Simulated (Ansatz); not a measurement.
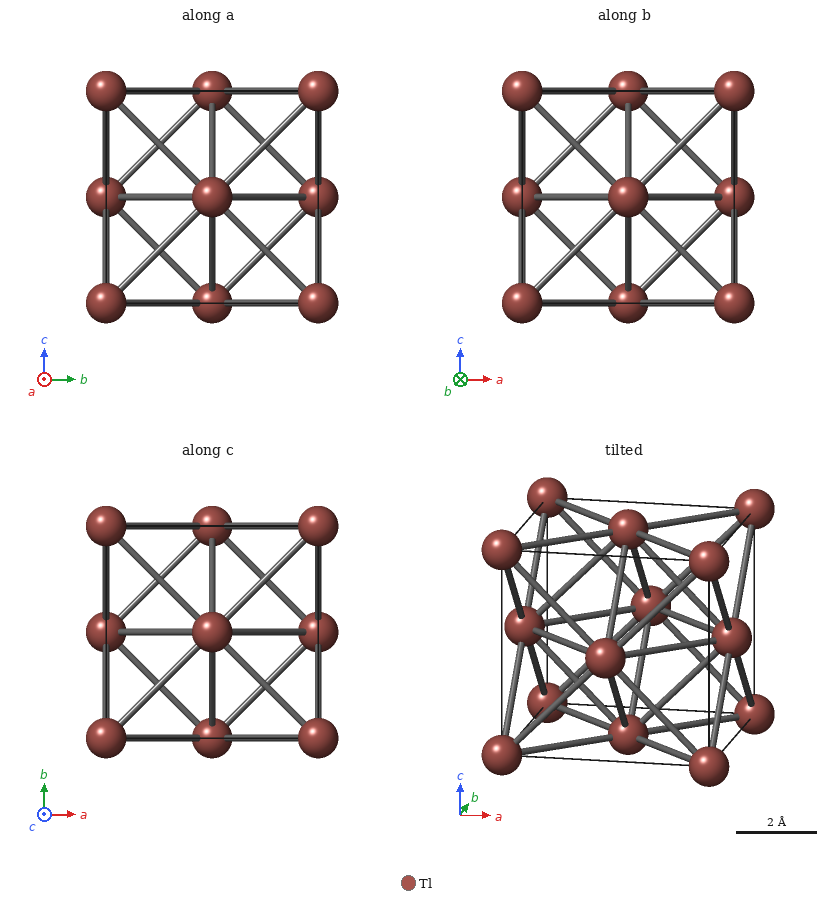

Ball-and-stick representation of a periodic structure, projected along the a axis, along the b axis, along the c axis and slightly off an axis. Atoms at the boundary of the conventional unit cell (the box) are drawn once for each face, edge or corner they touch.

Lattice parameters: a = 5.3149 Å, b = 5.3149 Å, c = 5.3149 Å, α = 90.000°, β = 90.000°, γ = 90.000°.

**Write down what is shown as a CIF with its space group and independent sites.**

```cif
data_structure
_symmetry_space_group_name_H-M 'F m -3 m'
_symmetry_Int_Tables_number 225
_cell_length_a 5.3149
_cell_length_b 5.3149
_cell_length_c 5.3149
_cell_angle_alpha 90.000
_cell_angle_beta 90.000
_cell_angle_gamma 90.000
_cell_volume 150.14
loop_
_atom_site_label
_atom_site_type_symbol
_atom_site_symmetry_multiplicity
_atom_site_Wyckoff_symbol
_atom_site_fract_x
_atom_site_fract_y
_atom_site_fract_z
_atom_site_occupancy
Tl1 Tl 4 a 0.0000 0.0000 0.0000 1
```

The initial geometry was a structure type filled with this element by a generator (whether the element takes this form wasn't checked). Earlier steps of the study may have refined or changed the cell and positions. It was run through Ansatz as a DFT input.
